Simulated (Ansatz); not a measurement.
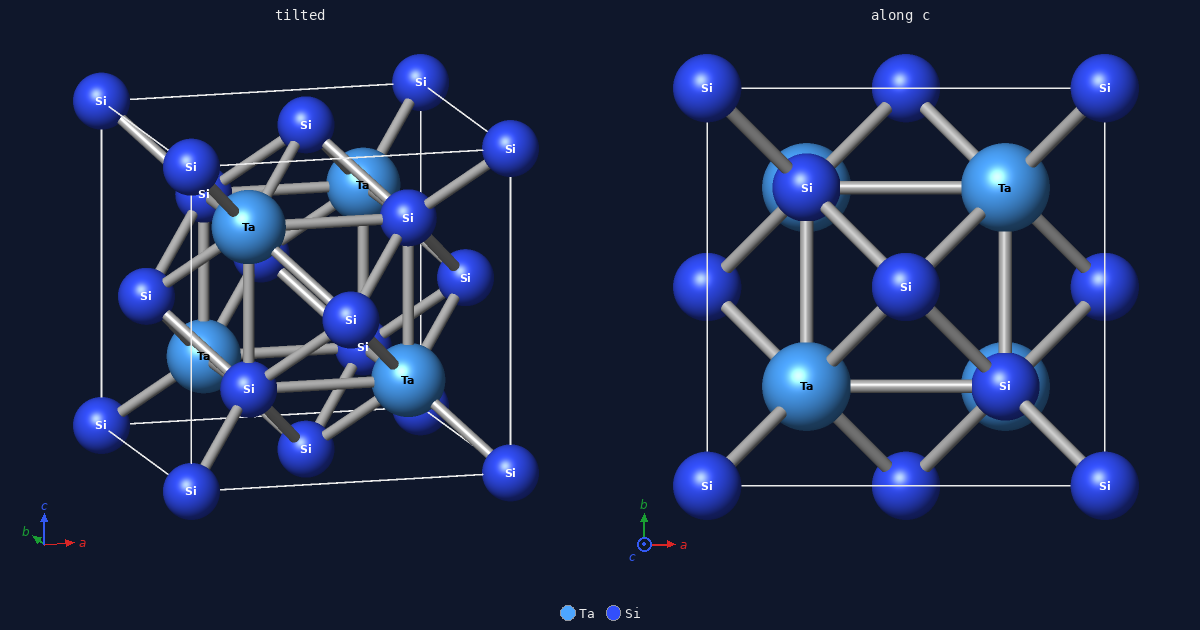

The crystal in a ball-and-stick representation, seen slightly off an axis and along the c axis. One conventional unit cell is framed, with atoms on its boundary repeated. Cell: a = 5.91 Å, b = 5.91 Å, c = 5.91 Å, α = 90.00°, β = 90.00°, γ = 90.00°.

The model was built from a random cell made by a generator, so it need not be a real form of the compound. Earlier steps of the study may have refined or changed the cell and positions. It was the input of a calculation with Ansatz.

Explain the picture.

Formula: TaSi$_{2}$. It belongs to space group F-43m (No. 216) and has a face-centred cubic lattice. In the cell are 4 Ta, 8 Si, which makes 4 formula units. Taking every contact within bonding distance, one finds Ta 10 and Si 8 to 10 (mean 9.0).

Theory: DFT PBE, scalar-relativistic, plane waves, PAW in Ansatz 0.2.0. Numerical settings: a basis cut at 420 eV, k-points about 0.13 Å⁻¹ apart, Gaussian smearing of 0.1 eV, no spin polarisation.

Is it conducting or gapped at this level?

A metal: bands cross the Fermi level.

What Bader charges do the atoms carry?

Ta +0.77 e; Si -0.61 to -0.16 e.

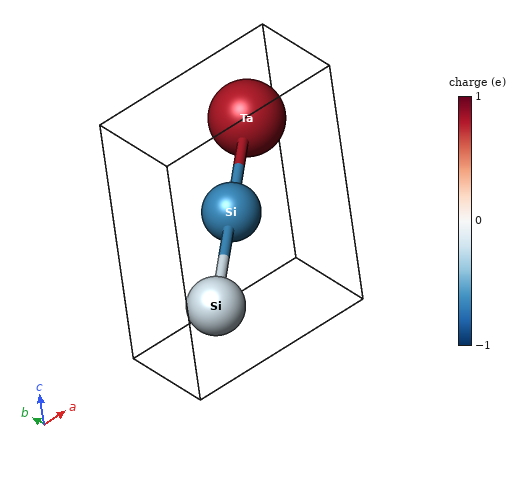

The atoms coloured by those charges. The run's cell of 3 atoms is drawn, so axes and origin can differ from the first picture.

Is the structure in equilibrium?

Yes. All forces vanish to within 0.01 eV/Å. The pressure is 0.0 GPa, close to zero.
